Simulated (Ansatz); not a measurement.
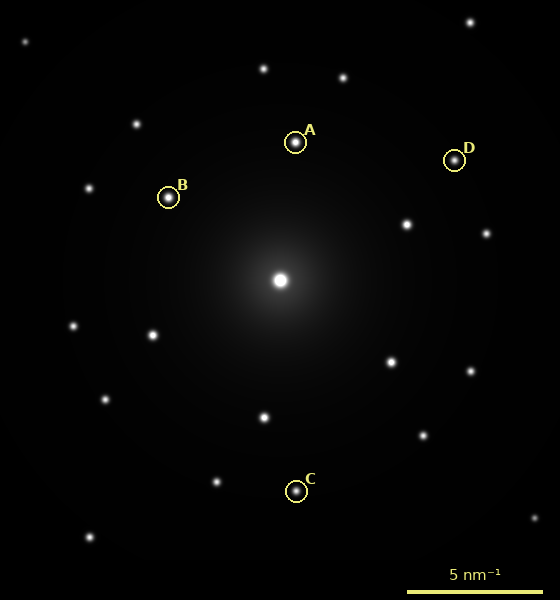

Computed electron diffraction pattern, 200 kV, single scattering only, B = 0.3 Å². The zone axis points towards the electron source and the pattern is seen from the source side.

Ru, space group Pm-3n (No. 223), a = 4.762 Å. Structure: the input geometry of an electronic-structure calculation (not necessarily at equilibrium); the starting structure was generated, so it need not be a known form of this composition.

```
Ru
1.0
     4.76190    0.00000    0.00000
     0.00000    4.76190    0.00000
     0.00000    0.00000    4.76190
Ru
8
Cartesian
  0.0000 0.0000 0.0000
  2.3809 2.3809 2.3809
  1.1905 0.0000 2.3809
  3.5714 0.0000 2.3809
  2.3809 1.1905 0.0000
  2.3809 3.5714 0.0000
  0.0000 2.3809 1.1905
  0.0000 2.3809 3.5714
```

Spot A is indexed -2 1 1 and spot B -1 -1 2.

Question: Give hkl for C, D.

Answer: C = −(4/3)A − (1/3)B = 3 -1 -2 (d = 1.273 Å). D = (5/3)A − (4/3)B = -2 3 -1 (d = 1.273 Å).

Question: Give [uvw].

Answer: The cross product of A and B is parallel to [111]; every spot obeys hu + kv + lw = 0.

Question: What are the spacings of A and B and the angle between them?

Answer: d(A) = 1.944 Å, d(B) = 1.944 Å, and the angle is 60.0°.
